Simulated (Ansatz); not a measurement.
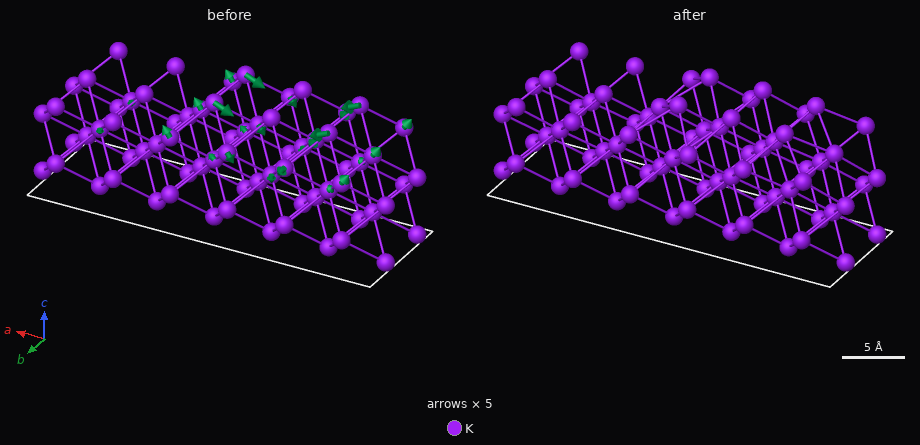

The structure of a slab of composition K (cut from the Im-3m phase) before (left) and after (right) a constrained relaxation, at one scale. The green arrows give the displacements, 5 times their true length.

A ball-and-stick model of the 1 × 2 repeat of the cell, outlined in the plane, without the vacuum (origin shifted), seen from a free direction.

Case: stripe of 3 of 6 rows, two steps. 12 atoms are held fixed.

Method: Ansatz, DFT PBE, scalar-relativistic, plane waves, PAW.

Input file:
```yaml
crystal:
  lattice:
    - [31.6911032406, 0.0, 0.0]
    - [0.0, 5.2818505401, 0.0]
    - [0.0, 0.0, 22.5637010802]
  atoms:
    - { symbol: K, position: [0.0, 0.0, 0.0664784556] }
    - { symbol: K, position: [0.0833333333, 0.5, 0.1835215444] }
    - { symbol: K, position: [0.1666666667, 0.0, 0.0664784556] }
    - { symbol: K, position: [0.25, 0.5, 0.1835215444] }
    - { symbol: K, position: [0.3333333333, 0.0, 0.0664784556] }
    - { symbol: K, position: [0.4166666667, 0.5, 0.1835215444] }
    - { symbol: K, position: [0.5, 0.0, 0.0664784556] }
    - { symbol: K, position: [0.5833333333, 0.5, 0.1835215444] }
    - { symbol: K, position: [0.6666666667, 0.0, 0.0664784556] }
    - { symbol: K, position: [0.75, 0.5, 0.1835215444] }
    - { symbol: K, position: [0.8333333333, 0.0, 0.0664784556] }
    - { symbol: K, position: [0.9166666667, 0.5, 0.1835215444] }
    - { symbol: K, position: [0.0, 0.0, 0.3005646333] }
    - { symbol: K, position: [0.0833333333, 0.5, 0.4176077221] }
    - { symbol: K, position: [0.1666666667, 0.0, 0.3005646333] }
    - { symbol: K, position: [0.25, 0.5, 0.4176077221] }
    - { symbol: K, position: [0.3333333333, 0.0, 0.3005646333] }
    - { symbol: K, position: [0.4166666667, 0.5, 0.4176077221] }
    - { symbol: K, position: [0.5, 0.0, 0.3005646333] }
    - { symbol: K, position: [0.5833333333, 0.5, 0.4176077221] }
    - { symbol: K, position: [0.6666666667, 0.0, 0.3005646333] }
    - { symbol: K, position: [0.75, 0.5, 0.4176077221] }
    - { symbol: K, position: [0.8333333333, 0.0, 0.3005646333] }
    - { symbol: K, position: [0.9166666667, 0.5, 0.4176077221] }
    - { symbol: K, position: [0.0, 0.0, 0.5346508109] }
    - { symbol: K, position: [0.1666666667, 0.0, 0.5346508109] }
    - { symbol: K, position: [0.3333333333, 0.0, 0.5346508109] }
basis:
  ecutwfc: 420
kpoints:
  mp_grid: { grid: [1, 6, 1] }
hamiltonian:
  xc: pbe
scf:
  occupations: { method: gaussian, width: 0.1 }
output:
  forces: true
  eigenvalues: true
  populations: true
  write_density: true
  write_potential: true
  elf: true
  volumetric_format: npy
relax:
  adjacent_minimum: "off"
  f_tol: 0.02
  max_steps: 45
  constraints: [{ sites: [0, 1, 2, 3, 4, 5, 6, 7, 8, 9, 10, 11] }]
efield:
  axis: 3
  dipole_correction: true
  ramp_width: 0.04
```

Launched with:
```bash
ansatz run input.yaml --threads 4 --pin off --max-ram 9216MiB --backend cpu --events-out ev --progress --plain --runs-dir out
```

Q: Describe what moved and what it gained.

A: The largest moves, 0.40 Å, are those of K25 and K27. K27 goes at 67° to the normal (−c side). The lattice vectors keep their values. Near-neighbour distances that change, for instance: K14–K25 4.574 → 4.445 Å, K18–K27 4.574 → 4.701 Å, K2–K13 4.574 → 4.686 Å, K13–K24 4.574 → 4.657 Å. Among the angles between lasting bonds that change: K19–K18–K27 180.0° → 169.1°, K17–K18–K27 109.5° → 102.8°, K17–K18–K27 70.5° → 65.4°. After 4 geometry steps the energy has fallen by 31.6 meV per cell of the calculation. Largest force component: 0.052 eV/Å at the start, 0.0086 eV/Å at the end. The run took 10 min on 4 threads of Arm Neoverse N1, with other jobs on the host, peak memory 6.5 GiB.
